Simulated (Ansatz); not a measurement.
**HfO₂: geometry relaxation (part 1 of 3)**

- system: HfO₂ (P1, 24 atoms in the cell)
- method: DFT PBE, scalar-relativistic, plane waves, PAW, no spin polarisation (Ansatz 0.2.0)

The structure derives from a Materials Project entry. It belongs to a series of runs on one base structure; here: the perfect supercell shaken and relaxed. Figures and captions count atoms from 1; the log counts them from 0 in places.

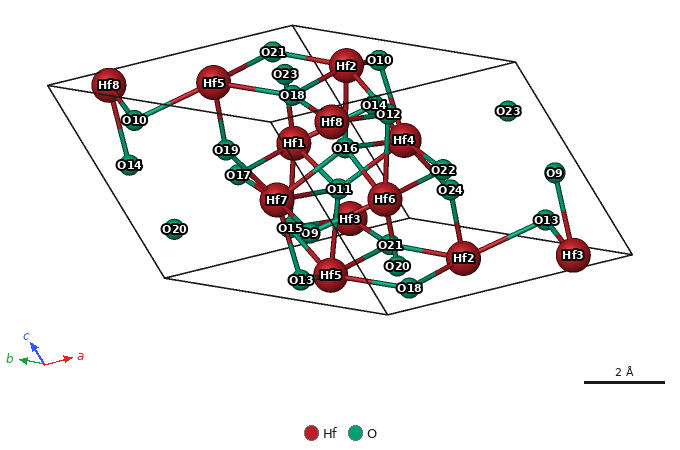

*The input geometry (ball-and-stick view of the cell of the calculation, seen at an oblique angle; atoms are numbered from 1 in the order of the input).*

Results in brief:

- outcome: converged
- space group (tolerance 0.01 Å): P1 (1) → P2₁/c (14)
- electrons treated: 304
- free energy: −134893.4385 eV
- Fermi energy: 15.810 eV
- gap on the k-point mesh: 4.31 eV
- final volume: 283.84 Å³
- largest force (length of the vector) at the end: 0.007 eV/Å
- final cell: a = 6.783 Å, b = 7.335 Å, c = 7.335 Å, α = 90.57°, β = 116.24°, γ = 116.24°
- hardware: 8 threads of Arm Neoverse V1, 24 GiB of memory available, shared host
- wall time: 27 s (CPU time 3.3 min)
- peak memory: 1.3 GiB

Remarks:

Spin–orbit coupling is left out, which matters for Hf.

Input:
```yaml
crystal:
  lattice:
    - [4.2678165505, 0.0, 5.2715618527]
    - [-5.1609167955, 5.2121152647, 0.0053389046]
    - [-5.1609167955, -5.2121152647, 0.0053389046]
  atoms:
    - { symbol: Hf, position: [0.7067495181, 0.9387041513, 0.4907633387] }
    - { symbol: Hf, position: [0.7055004094, 0.4394800504, 0.9895846854] }
    - { symbol: Hf, position: [0.7950581851, 0.0086271154, 0.0597942551] }
    - { symbol: Hf, position: [0.8019539875, 0.5137358185, 0.5572089265] }
    - { symbol: Hf, position: [0.2846986177, 0.5628842256, 0.0095231391] }
    - { symbol: Hf, position: [0.279092836, 0.0552334853, 0.5021995744] }
    - { symbol: Hf, position: [0.1992986076, 0.4822598654, 0.4420830742] }
    - { symbol: Hf, position: [0.2077291822, 0.9853550107, 0.9388163491] }
    - { symbol: O, position: [0.9916640158, 0.1265111321, 0.4035957802] }
    - { symbol: O, position: [0.9727874488, 0.6356657346, 0.8961307667] }
    - { symbol: O, position: [0.5375636776, 0.6158798763, 0.3687140878] }
    - { symbol: O, position: [0.5191177585, 0.1171399317, 0.8576388897] }
    - { symbol: O, position: [0.0281852435, 0.3666323073, 0.1018785517] }
    - { symbol: O, position: [0.0255163055, 0.8698832613, 0.602947027] }
    - { symbol: O, position: [0.4730687076, 0.8871712827, 0.1347395838] }
    - { symbol: O, position: [0.4886708709, 0.3918873298, 0.6399970358] }
    - { symbol: O, position: [0.3415528589, 0.7988705294, 0.4686103772] }
    - { symbol: O, position: [0.3525686744, 0.3044967658, 0.9710748654] }
    - { symbol: O, position: [0.1626708705, 0.5344990593, 0.7030832724] }
    - { symbol: O, position: [0.1606134331, 0.0284461034, 0.1981569327] }
    - { symbol: O, position: [0.6630700722, 0.7057194803, 0.0235491382] }
    - { symbol: O, position: [0.6501380928, 0.1955973068, 0.51365089] }
    - { symbol: O, position: [0.850543571, 0.975970476, 0.7965567048] }
    - { symbol: O, position: [0.8335273291, 0.4769961086, 0.298077998] }
basis:
  ecutwfc: 420
  xc_grid: 2
kpoints:
  mp_grid: { grid: [2, 2, 2], shift: [0.5, 0.5, 0.5] }
hamiltonian:
  xc: pbe
scf:
  occupations: { method: gaussian, width: 0.02 }
output:
  forces: true
  stress: false
  eigenvalues: true
relax:
  adjacent_minimum: "off"
  f_tol: 0.03
  max_steps: 25
```

Launch command:
```bash
ansatz run input.yaml --threads 8 --pin off --max-ram 16384MiB --backend cpu --events-out ev --progress --plain --runs-dir out
```

Output:
```
Engine: ansatz 0.2.0, aarch64-unknown-linux-gnu
Pseudopotentials: kind: paw
Pseudopotential: Hf, paw, valence charge 26, recommended cutoff 420 eV (normal), Hf.paw.azcp
Pseudopotential: O, paw, valence charge 6, recommended cutoff 420 eV (normal), O.paw.azcp
Functional definition: PBE
  parameter kappa = 0.804
  parameter beta = 0.06672455060314922
  exchange = pbe_x(kappa = kappa, mu = beta*pi^2/3)
  correlation = pbe_c(beta = beta)
Crystal: 24 atoms, lattice volume = 283.840 Å³
Basis set: ecut = 420 eV, 5549 PW (Γ), exchange–correlation on 96×100×100 points (8 copies of the dense FFT grid, shifted against one another)
Bands: 183, of which v1, the nominal top of the filled ones, is band 152 counted from 1 (151 counted from 0)
Symmetry: 1 space group operations
Space group: P1 (ITA 1), of the structure as read, at distance tolerance 6.6e-5 Å
k-points: 4 of 8 (time reversal used)
Non-local potential: Hf, projectors of the file, l = 0: 3, l = 1: 2, l = 2: 2, l = 3: 3
Non-local potential: O, projectors of the file, l = 0: 2, l = 1: 2, l = 2: 1
PAW form: soft (Blöchl's): semilocal exchange-correlation on the pseudo side does not see the compensation charge
PAW one-centre angular grid: Hf, 590 points (default); XC on 64 Gauss nodes
PAW one-centre angular grid: O, 110 points (default); XC on 64 Gauss nodes
Initial density: superposition of atomic densities (neutral atoms: chi_scale 0, normalization atom), corrected by the library's trained network
Initial wavefunctions: pseudopotential atomic-orbital guess
Functional: x = pbe(κ = 0.804, μ = 0.2195149727645171), c = pbe(β = 0.06672455060314922)
SCF iter   1: F=—  HF=-134892.407957 eV  |F-HF|=—  |Δ(HF+E_count)|=         —  Δρ=2.83e-3  dr2=9.57e-3  ethr=1.77e-3  ⟨swp⟩=6.0  Hψ=2219  notcnv=0  defer=69
preconditioner: auto → Resta (q_TF=auto, 2.760 Å⁻¹)  ε∞=5.3  [insulator: Δε(μ)=4.172 eV  Ē_g=18.012 eV  σ=0.020 eV  W_gap=1.00  n_scr=104 (ndim 8)  ℏωp=37.4 eV  f_vac=0.082  D(μ)=0.00/eV (n_scr^D=0)  ε∞_Penn≈5.3]
SCF iter   2: F=—  HF=-134892.410779 eV  |F-HF|=—  |Δ(HF+E_count)|=   2.82e-3  Δρ=1.49e-3  dr2=2.72e-3  ethr=3.15e-6  ⟨swp⟩=2.0  Hψ=1445  notcnv=0  defer=97
SCF iter   3: F=—  HF=-134892.412566 eV  |F-HF|=—  |Δ(HF+E_count)|=   1.79e-3  Δρ=5.64e-4  dr2=7.26e-4  ethr=8.93e-7  ⟨swp⟩=2.0  Hψ=1142  notcnv=0  defer=97
SCF iter   4: F=—  HF=-134892.412615 eV  |F-HF|=—  |Δ(HF+E_count)|=   4.85e-5  Δρ=1.29e-4  dr2=4.66e-5  ethr=2.39e-7  ⟨swp⟩=2.0  Hψ=1111  notcnv=0  defer=97
iter 5 did not close the SCF: its close was put off for the readings that it lacked (scf_convergence_deferred on its scf_iter line)
SCF iter   5: F=-134892.412635 eV  HF=-134892.412637 eV  |F-HF|=2.02e-6  |Δ(HF+E_count)|=   2.23e-5  Δρ=4.69e-5  dr2=8.06e-6  ethr=1.53e-8  ⟨swp⟩=2.0  Hψ=1207  notcnv=0  defer=97
SCF iter   6: F=-134892.412637 eV  HF=-134892.412640 eV  |F-HF|=2.86e-6  |Δ(HF+E_count)|=   2.80e-6  Δρ=2.47e-5  dr2=1.72e-6  ethr=2.65e-9  ⟨swp⟩=8.8  Hψ=3402  notcnv=0
SCF 1 converged in 6 iterations: F = -134892.412637 eV  dr2 = 1.72e-6
  greatest PAW one-centre occupation: 0.999 electrons in one spin orbital (limit 2), on the Hf atom at site 1 (counted from 0), in its partial waves of l = 0
relax step   1: F+E_penalty+E_count = -134892.41263725 eV  Δ(F+E_penalty+E_count) = +0.000e0 eV  max|allowed force component| = 2.460e0 eV/Å  Δτ_max = 0.0000 Å  (6 SCF iters, dr2 threshold 2.25e-5 eV, accepted)
Initial density: handed on by an earlier stage of this run
Initial wavefunctions: those handed on with the density
iter 1 solved again at ethr=1.74e-4 eV; its pass at ethr=3.10e-3 eV (dr2=5.29e-1 eV) is discarded
SCF iter   1: F=—  HF=-134893.162735 eV  |F-HF|=—  |Δ(HF+E_count)|=         —  Δρ=1.85e-2  dr2=5.27e-1  ethr=1.74e-4  ⟨swp⟩=1.5  Hψ=2464  notcnv=0  defer=101
preconditioner: auto → Resta (q_TF=auto, 2.760 Å⁻¹)  ε∞=5.3  [insulator: Δε(μ)=4.246 eV  Ē_g=18.027 eV  σ=0.020 eV  W_gap=1.00  n_scr=104 (ndim 8)  ℏωp=37.4 eV  f_vac=0.083  D(μ)=0.00/eV (n_scr^D=0)  ε∞_Penn≈5.3]
SCF iter   2: F=—  HF=-134893.056800 eV  |F-HF|=—  |Δ(HF+E_count)|=   1.06e-1  Δρ=8.99e-3  dr2=9.85e-2  ethr=1.73e-4  ⟨swp⟩=3.0  Hψ=1244  notcnv=0  defer=101
SCF iter   3: F=—  HF=-134893.041769 eV  |F-HF|=—  |Δ(HF+E_count)|=   1.50e-2  Δρ=2.89e-3  dr2=1.41e-2  ethr=3.24e-5  ⟨swp⟩=3.0  Hψ=1317  notcnv=0  defer=101
SCF iter   4: F=—  HF=-134893.040261 eV  |F-HF|=—  |Δ(HF+E_count)|=   1.51e-3  Δρ=8.01e-4  dr2=1.49e-3  ethr=4.64e-6  ⟨swp⟩=2.0  Hψ=1134  notcnv=0  defer=101
SCF iter   5: F=—  HF=-134893.040575 eV  |F-HF|=—  |Δ(HF+E_count)|=   3.14e-4  Δρ=2.23e-4  dr2=1.81e-4  ethr=4.89e-7  ⟨swp⟩=2.0  Hψ=1112  notcnv=0  defer=101
SCF iter   6: F=—  HF=-134893.040584 eV  |F-HF|=—  |Δ(HF+E_count)|=   9.83e-6  Δρ=1.33e-4  dr2=5.76e-5  ethr=3.29e-8  ⟨swp⟩=9.5  Hψ=3903  notcnv=0
SCF iter   7: F=-134893.040587 eV  HF=-134893.040588 eV  |F-HF|=8.64e-7  |Δ(HF+E_count)|=   3.35e-6  Δρ=5.04e-5  dr2=9.54e-6  ethr=1.90e-8  ⟨swp⟩=6.0  Hψ=2659  notcnv=0
SCF 2 converged in 7 iterations: F = -134893.040587 eV  dr2 = 9.54e-6
  greatest PAW one-centre occupation: 0.999 electrons in one spin orbital (limit 2), on the Hf atom at site 7 (counted from 0), in its partial waves of l = 0
relax step   2: F+E_penalty+E_count = -134893.04058685 eV  Δ(F+E_penalty+E_count) = -6.279e-1 eV  max|allowed force component| = 1.422e0 eV/Å  Δτ_max = 0.1484 Å  (7 SCF iters, dr2 threshold 1.00e-4 eV, accepted)
SCF iter   1: F=—  HF=-134893.515572 eV  |F-HF|=—  |Δ(HF+E_count)|=         —  Δρ=1.31e-2  dr2=2.68e-1  ethr=5.69e-4  ⟨swp⟩=4.0  Hψ=1513  notcnv=0  defer=102
preconditioner: auto → Resta (q_TF=auto, 2.760 Å⁻¹)  ε∞=5.3  [insulator: Δε(μ)=4.326 eV  Ē_g=18.045 eV  σ=0.020 eV  W_gap=1.00  n_scr=104 (ndim 8)  ℏωp=37.4 eV  f_vac=0.083  D(μ)=0.00/eV (n_scr^D=0)  ε∞_Penn≈5.3]
SCF iter   2: F=—  HF=-134893.450791 eV  |F-HF|=—  |Δ(HF+E_count)|=   6.48e-2  Δρ=6.50e-3  dr2=5.72e-2  ethr=8.81e-5  ⟨swp⟩=2.0  Hψ=866  notcnv=0  defer=102
SCF iter   3: F=—  HF=-134893.436419 eV  |F-HF|=—  |Δ(HF+E_count)|=   1.44e-2  Δρ=1.60e-3  dr2=4.60e-3  ethr=1.88e-5  ⟨swp⟩=3.0  Hψ=1248  notcnv=0  defer=102
SCF iter   4: F=—  HF=-134893.435650 eV  |F-HF|=—  |Δ(HF+E_count)|=   7.70e-4  Δρ=4.81e-4  dr2=5.43e-4  ethr=1.51e-6  ⟨swp⟩=2.0  Hψ=1132  notcnv=0  defer=102
SCF iter   5: F=—  HF=-134893.435659 eV  |F-HF|=—  |Δ(HF+E_count)|=   9.04e-6  Δρ=1.32e-4  dr2=6.65e-5  ethr=3.29e-8  ⟨swp⟩=10.0  Hψ=3745  notcnv=0
SCF iter   6: F=-134893.435661 eV  HF=-134893.435673 eV  |F-HF|=1.17e-5  |Δ(HF+E_count)|=   1.42e-5  Δρ=7.38e-5  dr2=1.68e-5  ethr=2.19e-8  ⟨swp⟩=6.0  Hψ=2691  notcnv=0
SCF 3 converged in 6 iterations: F = -134893.435661 eV  dr2 = 1.68e-5
  greatest PAW one-centre occupation: 0.999 electrons in one spin orbital (limit 2), on the Hf atom at site 5 (counted from 0), in its partial waves of l = 0
relax step   3: F+E_penalty+E_count = -134893.43566133 eV  Δ(F+E_penalty+E_count) = -3.951e-1 eV  max|allowed force component| = 7.045e-2 eV/Å  Δτ_max = 0.0666 Å  (6 SCF iters, dr2 threshold 1.00e-4 eV, accepted)
SCF iter   1: F=—  HF=-134893.439278 eV  |F-HF|=—  |Δ(HF+E_count)|=         —  Δρ=1.62e-3  dr2=4.14e-3  ethr=2.71e-5  ⟨swp⟩=3.0  Hψ=1382  notcnv=0  defer=102
preconditioner: auto → Resta (q_TF=auto, 2.760 Å⁻¹)  ε∞=5.3  [insulator: Δε(μ)=4.316 eV  Ē_g=18.027 eV  σ=0.020 eV  W_gap=1.00  n_scr=104 (ndim 8)  ℏωp=37.4 eV  f_vac=0.084  D(μ)=0.00/eV (n_scr^D=0)  ε∞_Penn≈5.3]
SCF iter   2: F=—  HF=-134893.438527 eV  |F-HF|=—  |Δ(HF+E_count)|=   7.51e-4  Δρ=8.52e-4  dr2=1.11e-3  ethr=1.36e-6  ⟨swp⟩=1.5  Hψ=846  notcnv=0  defer=102
SCF iter   3: F=—  HF=-134893.438387 eV  |F-HF|=—  |Δ(HF+E_count)|=   1.40e-4  Δρ=1.50e-4  dr2=4.88e-5  ethr=3.66e-7  ⟨swp⟩=2.0  Hψ=1222  notcnv=0  defer=102
SCF iter   4: F=—  HF=-134893.438470 eV  |F-HF|=—  |Δ(HF+E_count)|=   8.34e-5  Δρ=6.94e-5  dr2=1.14e-5  ethr=1.61e-8  ⟨swp⟩=2.0  Hψ=1238  notcnv=0  defer=102
SCF iter   5: F=—  HF=-134893.438467 eV  |F-HF|=—  |Δ(HF+E_count)|=   3.57e-6  Δρ=2.85e-5  dr2=2.02e-6  ethr=3.74e-9  ⟨swp⟩=2.0  Hψ=1211  notcnv=0  defer=102
SCF iter   6: F=—  HF=-134893.438467 eV  |F-HF|=—  |Δ(HF+E_count)|=   4.73e-7  Δρ=1.17e-5  dr2=3.22e-7  ethr=6.64e-10  ⟨swp⟩=2.0  Hψ=1110  notcnv=0  defer=102
SCF iter   7: F=-134893.438467 eV  HF=-134893.438467 eV  |F-HF|=1.65e-8  |Δ(HF+E_count)|=   8.61e-9  Δρ=2.40e-6  dr2=1.81e-8  ethr=3.29e-11  ⟨swp⟩=9.8  Hψ=3493  notcnv=0
SCF 4 converged in 7 iterations: F = -134893.438467 eV  dr2 = 1.81e-8
relax step   4: F+E_penalty+E_count = -134893.43846732 eV  Δ(F+E_penalty+E_count) = -2.806e-3 eV  max|allowed force component| = 6.739e-3 eV/Å  Δτ_max = 0.0137 Å  (7 SCF iters, accepted)
```

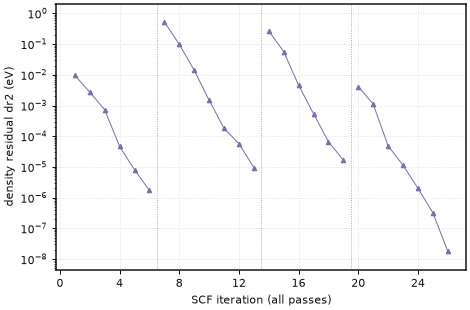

*Convergence of the self-consistent field: density residual dr2 against the SCF iteration. The dotted lines part the SCF passes of the relaxation: geometry steps, rejected trials and re-solves on a re-selected basis.*

The passes take 6, 7, 6 and 7 iterations.

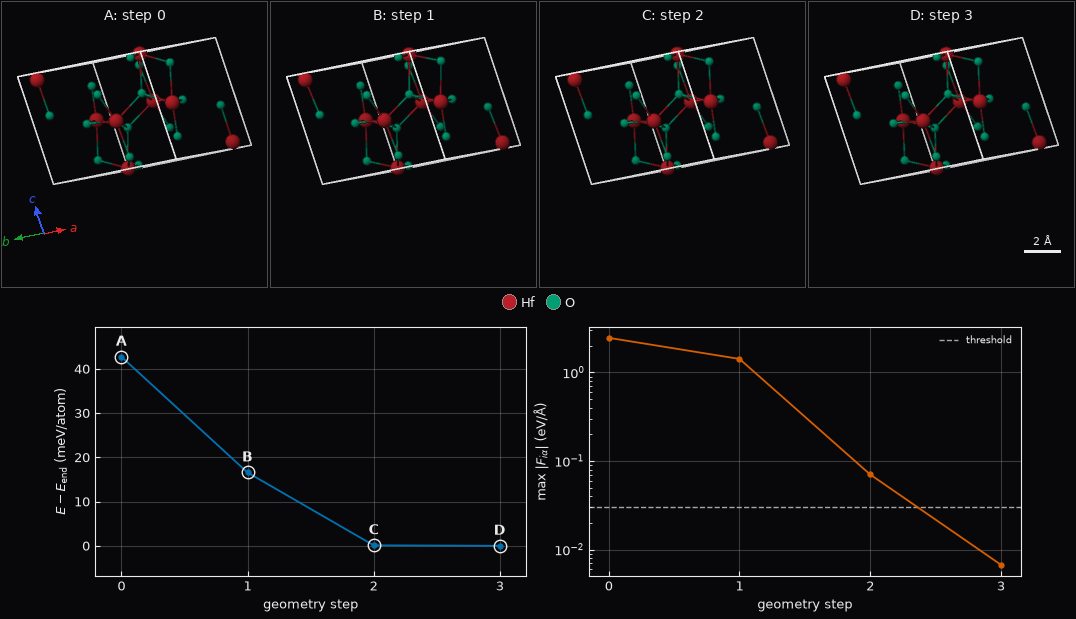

*Frames of the relaxation (ball-and-stick view of the cell of the calculation, seen at an oblique angle) above the curves, on which the letters mark them (the first geometry is step 0 here and step 1 in the log).*

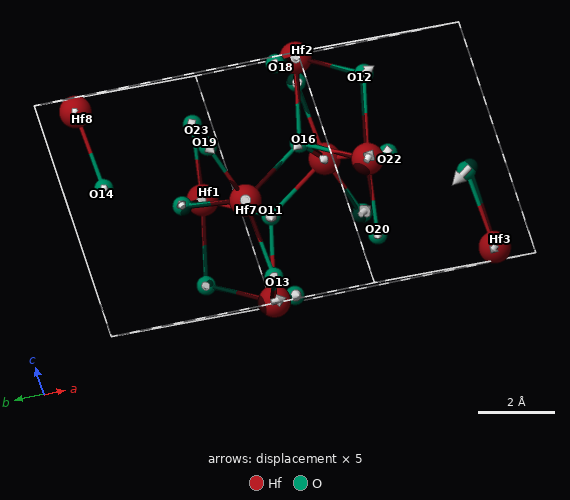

*Start (faint) and end (solid) with the displacements as white arrows, magnified 5 times (ball-and-stick view of the cell of the calculation, seen at an oblique angle).*

The energy falls by 42.7 meV per atom in 3 geometry steps. The largest force component goes from 2.5 to 0.0067 eV/Å. O9 moves most: 0.14 Å. By element the largest moves are O 0.14 Å, Hf 0.09 Å. The cell stays as it was. Among the contacts that change: Hf6–O9 2.064 → 2.266 Å, Hf3–O12 2.285 → 2.156 Å, Hf5–O18 2.182 → 2.071 Å, Hf7–O11 2.372 → 2.266 Å. Among the angles that change: Hf2–O24–Hf4 152.0° → 145.7°, Hf6–O16–Hf7 100.9° → 106.4°, Hf1–O9–Hf6 113.0° → 108.4°. The space group (tolerance 0.01 Å) goes from P1 (No. 1) to P2_1/c (No. 14). (Atoms are counted from 1 in the order of the input.)

```
SCF converged after 7 iterations
Free energy (F): -134893.438467 eV
Harris-Foulkes:  -134893.438467 eV  (|F-HF|=1.65e-8)
Internal energy: -134893.438467 eV  (E = F + TS)
E sigma→0 (E₀):  -134893.438467 eV
Fermi energy:    15.810495 eV
--- Per-component energies (eV) ---
  E_band       = -131.702155
  E_kinetic    = 6167.267264
  E_local      = -49784.710593  (includes V_loc(G=0)·N_el)
  E_nonlocal   = -9176.823393
  E_hartree    = 22733.088696
  E_xc         = -3579.740279
  E_vxc        = -3634.883209  (∫ρ·V_xc dr)
  E_paw        = -57945.666409  (= ΣΔE_a)
  E_vpaw       = 10831.225965  (= ΣTr[D̂ρ^β])
  E_aug_tail   = 0.039721  (compensation charges beyond the density's cutoff)
  E_ewald      = -43306.893474
  E_smearing   = -0.000000  (= −TS)
  E_closure    = -0.000000  (closes the sum)
  Σ components = -134893.438467   (vs F -134893.438467, Δ=0.00e0)
--- Forces (eV/Å), atoms counted from 1 ---
  atom   1  Hf    -0.00174235     0.00673928    -0.00215482
  atom   2  Hf    -0.00173491     0.00478498    -0.00240823
  atom   3  Hf     0.00087531     0.00489365     0.00042711
  atom   4  Hf     0.00150505     0.00285861     0.00160116
  atom   5  Hf     0.00152516    -0.00172787     0.00092508
  atom   6  Hf     0.00253368    -0.00293669     0.00517014
  atom   7  Hf    -0.00104105    -0.00590952    -0.00312972
  atom   8  Hf    -0.00134832    -0.00404563    -0.00032215
  atom   9  O     -0.00632314    -0.00313637    -0.00199555
  atom  10  O     -0.00533391    -0.00350471    -0.00107316
  atom  11  O      0.00383998    -0.00120142     0.00173020
  atom  12  O      0.00519031    -0.00129614     0.00172984
  atom  13  O      0.00496522     0.00064422     0.00217169
  atom  14  O      0.00590417     0.00262952     0.00274075
  atom  15  O     -0.00572542     0.00264793    -0.00294324
  atom  16  O     -0.00492361     0.00089224    -0.00074503
  atom  17  O     -0.00033482     0.00501199     0.00234986
  atom  18  O      0.00134796     0.00393046     0.00293234
  atom  19  O      0.00061013     0.00580005    -0.00443485
  atom  20  O     -0.00004210     0.00340527    -0.00210130
  atom  21  O     -0.00028134    -0.00622046    -0.00358761
  atom  22  O     -0.00128850    -0.00465905    -0.00450021
  atom  23  O      0.00103863    -0.00499286     0.00472796
  atom  24  O      0.00078174    -0.00459774     0.00288099
  max |Σ_I F_I| component: 9.73e-6 eV/Å
--- Band table (eV) ---
```
